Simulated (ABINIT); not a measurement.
**Effective mass calculation, with input and output: CdSe (part 1 of 3)**

System: CdSe (P6₃mc, 4 atoms in the cell).
Method: Kohn-Sham DFT of a periodic cell, PBE, Ansatz PAW PBE default generated set, frozen core, no spin polarisation (ABINIT 10.8.3).

The structure derives from an entry of the Crystallography Open Database.

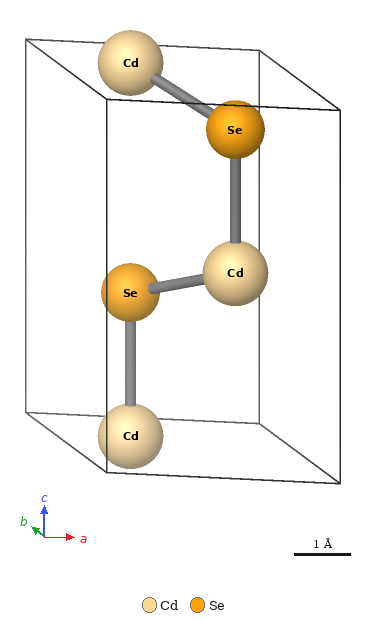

*The input geometry (ball-and-stick view of the cell of the calculation, seen slightly off an axis).*

Near neighbours in the crystal (not all of them lie inside the picture): Cd has 4 Se at 2.61 to 2.70 Å; Se has 4 Cd at 2.61 to 2.70 Å.

Input:
```
ndtset 3

pp_dirpath "./"
pseudos "Cd.GGA_PBE-ansatz.xml, Se.GGA_PBE-ansatz.xml"

acell 8.1258223359 8.1258223359 13.2658773949
rprim
     1.0000000000     0.0000000000     0.0000000000
    -0.5000000000     0.8660254038     0.0000000000
     0.0000000000     0.0000000000     1.0000000000
ntypat 2
znucl 48 34
natom 4
typat 1 1 2 2
xred
            2/3            1/3            1/2
            1/3            2/3            0.0
            2/3            1/3   0.8850000000
            1/3            2/3   0.3850000000

ecut 13.2
pawecutdg 26.4
pawovlp 30

ixc 11

occopt 1

nstep 80
diemac 6.0

iomode 3
prteig 0
prtebands 0

kptopt1 1
ngkpt1 5 5 3
nshiftk1 1
shiftk1 0.0 0.0 0.0
nband1 36
tolvrs1 1.0e-11
prtden1 1
prtwf1 0

kptopt2 0
nkpt2 1
kpt2
  0.0 0.0 0.0
istwfk2 1*1
nband2 42
getden2 1
kptopt3 0
nkpt3 1
kpt3
  0.0 0.0 0.0
istwfk3 1*1
nband3 42
getden3 1

iscf2 -2
nbdbuf2 2
tolwfr2 1.0e-20
nstep2 200

iscf3 -3
getwfk3 2
rfelfd3 2
rfdir3 1 1 1
nqpt3 1
qpt3 0.0 0.0 0.0
tolwfr3 1.0e-20
nbdbuf3 2
nstep3 200
efmas3 1
efmas_bands3 35 37
efmas_calc_dirs3 1
efmas_n_dirs3 5
efmas_dirs3
  1 0 0
  0 1 0
  0 0 1
  1 1 0
  1 1 1
efmas_ntheta3 100
prtwf3 0
prtden3 0
prtpot3 0
```

Command:
```bash
abinit run.abi > log 2>&1
```

Output:
```
.Version 10.8.3 of ABINIT
 DATASET    1 : space group P6_3 m c (#186); Bravais hP (primitive hexag.)
================================================================================
 Values of the parameters that define the memory need for DATASET  1.
     intxc =       0    ionmov =       0      iscf =      17    lmnmax =      30
     lnmax =       8     mgfft =      45  mpssoang =       4    mqgrid =    3069
     natom =       4  nloc_mem =       2    nspden =       1   nspinor =       1
    nsppol =       1      nsym =      12    n1xccc =       1    ntypat =       2
    occopt =       1   xclevel =       2
       mpw =        1751          nfft =       40500          nkpt =          10
 PAW method is used; the additional fine FFT grid is defined by:
   mgfftf=        64    nfftf =    102400
================================================================================
================================================================================

 DATASET    2 : space group P6_3 m c (#186); Bravais hP (primitive hexag.)
================================================================================
 Values of the parameters that define the memory need for DATASET  2.
     intxc =       0    ionmov =       0      iscf =      -2    lmnmax =      30
     lnmax =       8     mgfft =      45  mpssoang =       4    mqgrid =    3069
     natom =       4  nloc_mem =       2    nspden =       1   nspinor =       1
    nsppol =       1      nsym =      12    n1xccc =       1    ntypat =       2
    occopt =       1   xclevel =       2
       mpw =        1761          nfft =       40500          nkpt =           1
 PAW method is used; the additional fine FFT grid is defined by:
   mgfftf=        64    nfftf =    102400
================================================================================
================================================================================

 DATASET    3 : space group P6_3 m c (#186); Bravais hP (primitive hexag.)
================================================================================
 Values of the parameters that define the memory need for DATASET  3 (RF).
     intxc =       0      iscf =      -3    lmnmax =      30     lnmax =       8
     mgfft =      45  mpssoang =       4    mqgrid =    3001     natom =       4
  nloc_mem =       2    nspden =       1   nspinor =       1    nsppol =       1
      nsym =      12    n1xccc =       1    ntypat =       2    occopt =       1
   xclevel =       2
      nfft =       40500          nkpt =           1
================================================================================
================================================================================

--------------------------------------------------------------------------------
------------- Echo of variables that govern the present computation ------------
--------------------------------------------------------------------------------
 -outvars: echo values of preprocessed input variables --------
            acell      8.1258223359E+00  8.1258223359E+00  1.3265877395E+01 Bohr
              amu      1.12411000E+02  7.89600000E+01
           diemac      6.00000000E+00
             ecut      1.32000000E+01 Hartree
           getden1          0
           getden2          1
           getden3          1
           getwfk1          0
           getwfk2          0
           getwfk3          2
             iscf1         17
             iscf2         -2
             iscf3         -3
              ixc          11
           jdtset        1    2    3
           kptopt1          1
           kptopt2          0
           kptopt3          0
         kptrlatt        5    0    0      0    5    0      0    0    3
          kptrlen1     3.97976322E+01
          kptrlen2     3.00000000E+01
          kptrlen3     3.00000000E+01
            natom           4
            nband1         36
            nband2         42
            nband3         42
           nbdbuf1          0
           nbdbuf2          2
           nbdbuf3          2
           ndtset           3
            ngfft          30      30      45
          ngfftdg          40      40      64
             nkpt1         10
             nkpt2          1
             nkpt3          1
             nqpt1          0
             nqpt2          0
             nqpt3          1
            nstep1         80
            nstep2        200
            nstep3        200
             nsym          12
           ntypat           2
        optdriver1          0
        optdriver2          0
        optdriver3          1
        pawecutdg      2.64000000E+01 Hartree
          pawovlp      3.0000000000E+01
         pawxcdev           0
           prtden1          1
           prtden2          1
           prtden3          0
        prtebands           0
           prteig           0
            prtwf1          0
            prtwf2          1
            prtwf3          0
           rfelfd1          0
           rfelfd2          0
           rfelfd3          2
            rprim      1.0000000000E+00  0.0000000000E+00  0.0000000000E+00
                      -5.0000000000E-01  8.6602540380E-01  0.0000000000E+00
                       0.0000000000E+00  0.0000000000E+00  1.0000000000E+00
           shiftk1     0.00000000E+00  0.00000000E+00  0.00000000E+00
           shiftk2     5.00000000E-01  5.00000000E-01  5.00000000E-01
           shiftk3     5.00000000E-01  5.00000000E-01  5.00000000E-01
          spgroup         186
           tolvrs1     1.00000000E-11
           tolvrs2     0.00000000E+00
           tolvrs3     0.00000000E+00
           tolwfr1     0.00000000E+00
           tolwfr2     1.00000000E-20
           tolwfr3     1.00000000E-20
            typat      1  1  2  2
           useylm           1
           xangst      2.1499999985E+00  1.2413030779E+00  3.5099999976E+00
                      -7.5869922546E-17  2.4826061559E+00  0.0000000000E+00
                       2.1499999985E+00  1.2413030779E+00  6.2126999958E+00
                      -7.5869922546E-17  2.4826061559E+00  2.7026999982E+00
            xcart      4.0629111680E+00  2.3457228566E+00  6.6329386975E+00
                      -1.4337337481E-16  4.6914457131E+00  0.0000000000E+00
                       4.0629111680E+00  2.3457228566E+00  1.1740301494E+01
                      -1.4337337481E-16  4.6914457131E+00  5.1073627970E+00
             xred      6.6666666667E-01  3.3333333333E-01  5.0000000000E-01
                       3.3333333333E-01  6.6666666667E-01  0.0000000000E+00
                       6.6666666667E-01  3.3333333333E-01  8.8500000000E-01
                       3.3333333333E-01  6.6666666667E-01  3.8500000000E-01
            znucl       48.00000   34.00000

================================================================================

 chkinp: Checking input parameters for consistency, jdtset=   1.

 chkinp: Checking input parameters for consistency, jdtset=   2.

 chkinp: Checking input parameters for consistency, jdtset=   3.

================================================================================
== DATASET  1 ==================================================================

--- !DatasetInfo
iteration_state: {dtset: 1, }
dimensions: {natom: 4, nkpt: 10, mband: 36, nsppol: 1, nspinor: 1, nspden: 1, mpw: 1751, }
cutoff_energies: {ecut:  13.2, pawecutdg:  26.4, }
electrons: {nelect:   7.20000000E+01, charge:   0.00000000E+00, occopt:   1.00000000E+00, tsmear:   1.00000000E-02, }
meta: {optdriver: 0, ionmov: 0, optcell: 0, iscf: 17, paral_kgb: 0, }
...

 Exchange-correlation functional for the present dataset will be:
  GGA: Perdew-Burke-Ernzerhof functional - ixc=11
  J.P.Perdew, K.Burke, M.Ernzerhof, PRL 77, 3865 (1996)

 Real(R)+Recip(G) space primitive vectors, cartesian coordinates (Bohr,Bohr^-1):
 R(1)=  8.1258223  0.0000000  0.0000000  G(1)=  0.1230645  0.0710513  0.0000000
 R(2)= -4.0629112  7.0371686  0.0000000  G(2)=  0.0000000  0.1421026  0.0000000
 R(3)=  0.0000000  0.0000000 13.2658774  G(3)=  0.0000000  0.0000000  0.0753814
 Unit cell volume ucvol=  7.5857977E+02 bohr^3
 Angles (23,13,12)=  9.00000000E+01  9.00000000E+01  1.20000000E+02 degrees

 Coarse grid specifications (used for wave-functions):

 getcut: wavevector=  0.0000  0.0000  0.0000  ngfft=  30  30  45
         ecut(hartree)=     13.200   => boxcut(ratio)=   2.02798

 Fine grid specifications (used for densities):

 getcut: wavevector=  0.0000  0.0000  0.0000  ngfft=  40  40  64
         ecut(hartree)=     26.400   => boxcut(ratio)=   2.08582

--- Pseudopotential description ------------------------------------------------
- pspini: atom type   1  psp file is ./Cd.GGA_PBE-ansatz.xml
 Pseudopotential format is: paw10
 basis_size (lnmax)=  8 (lmn_size= 26), orbitals=   0   0   0   1   1   2   2   3
 Spheres core radius: rc_sph= 2.63805767
 Shapefunction is NUMERIC type: directly read from atomic data file
 Radius for shape functions =  2.63805767
 Compensation charge density is not taken into account in XC energy/potential

- pspini: atom type   2  psp file is ./Se.GGA_PBE-ansatz.xml
 Pseudopotential format is: paw10
 basis_size (lnmax)=  8 (lmn_size= 30), orbitals=   0   0   1   1   2   2   2   3
 Spheres core radius: rc_sph= 2.63805767
 Shapefunction is NUMERIC type: directly read from atomic data file
 Radius for shape functions =  2.63805767
 Compensation charge density is not taken into account in XC energy/potential

   1.34980359E+04                                ecore*ucvol(ha*bohr**3)
--------------------------------------------------------------------------------

================================================================================

--- !BeginCycle
iteration_state: {dtset: 1, }
solver: {iscf: 17, nstep: 80, nline: 4, wfoptalg: 10, }
tolerances: {tolvrs: 1.00E-11, }
...

     iter   Etot(hartree)      deltaE(h)  residm     nres2
 ETOT  1  -598.59721268275    -5.986E+02 1.401E+01 3.328E+01
 ETOT  2  -605.92040236782    -7.323E+00 2.063E-01 4.481E+01
 ETOT  3  -605.75922558358     1.612E-01 1.615E-02 9.969E+00
 ETOT  4  -605.71934600547     3.988E-02 4.436E-03 2.254E+00
 ETOT  5  -605.70579585232     1.355E-02 1.565E-03 1.358E-01
 ETOT  6  -605.70543803640     3.578E-04 1.528E-03 2.099E-02
 ETOT  7  -605.70550181385    -6.378E-05 3.791E-04 6.729E-04
 ETOT  8  -605.70555347618    -5.166E-05 3.757E-04 7.027E-05
 ETOT  9  -605.70556001221    -6.536E-06 9.131E-05 1.447E-05
 ETOT 10  -605.70556240382    -2.392E-06 8.483E-05 8.957E-07
 ETOT 11  -605.70556338208    -9.783E-07 2.099E-05 2.700E-07
 ETOT 12  -605.70556387989    -4.978E-07 2.075E-05 2.337E-08
 ETOT 13  -605.70556413233    -2.524E-07 5.339E-06 5.429E-09
 ETOT 14  -605.70556426460    -1.323E-07 5.476E-06 5.976E-09
 ETOT 15  -605.70556433440    -6.980E-08 1.435E-06 6.760E-09
 ETOT 16  -605.70556437155    -3.716E-08 1.492E-06 5.938E-08
 ETOT 17  -605.70556439083    -1.928E-08 3.969E-07 1.005E-08
 ETOT 18  -605.70556440112    -1.029E-08 4.166E-07 6.094E-10
 ETOT 19  -605.70556440660    -5.475E-09 1.103E-07 2.102E-10
 ETOT 20  -605.70556440950    -2.902E-09 1.164E-07 3.066E-10
 ETOT 21  -605.70556441106    -1.557E-09 3.085E-08 4.337E-09
 ETOT 22  -605.70556441186    -8.077E-10 3.283E-08 9.956E-10
 ETOT 23  -605.70556441230    -4.338E-10 8.693E-09 1.532E-10
 ETOT 24  -605.70556441253    -2.325E-10 9.228E-09 7.180E-11
 ETOT 25  -605.70556441265    -1.231E-10 2.450E-09 3.064E-11
 ETOT 26  -605.70556441272    -6.946E-11 2.608E-09 3.289E-11
 ETOT 27  -605.70556441275    -3.092E-11 6.898E-10 1.236E-10
 ETOT 28  -605.70556441278    -2.444E-11 7.401E-10 6.416E-11
 ETOT 29  -605.70556441278    -4.434E-12 1.948E-10 1.804E-10
 ETOT 30  -605.70556441279    -5.230E-12 2.098E-10 1.130E-10
 ETOT 31  -605.70556441279    -5.002E-12 5.508E-11 9.893E-11
 ETOT 32  -605.70556441280    -4.320E-12 5.881E-11 2.193E-10
 ETOT 33  -605.70556441280     1.819E-12 1.563E-11 2.350E-10
 ETOT 34  -605.70556441279     2.842E-12 1.671E-11 1.818E-10
 ETOT 35  -605.70556441279     2.046E-12 4.689E-12 1.469E-12

 At SCF step   35       nres2   =  1.47E-12 < tolvrs=  1.00E-11 =>converged.
```
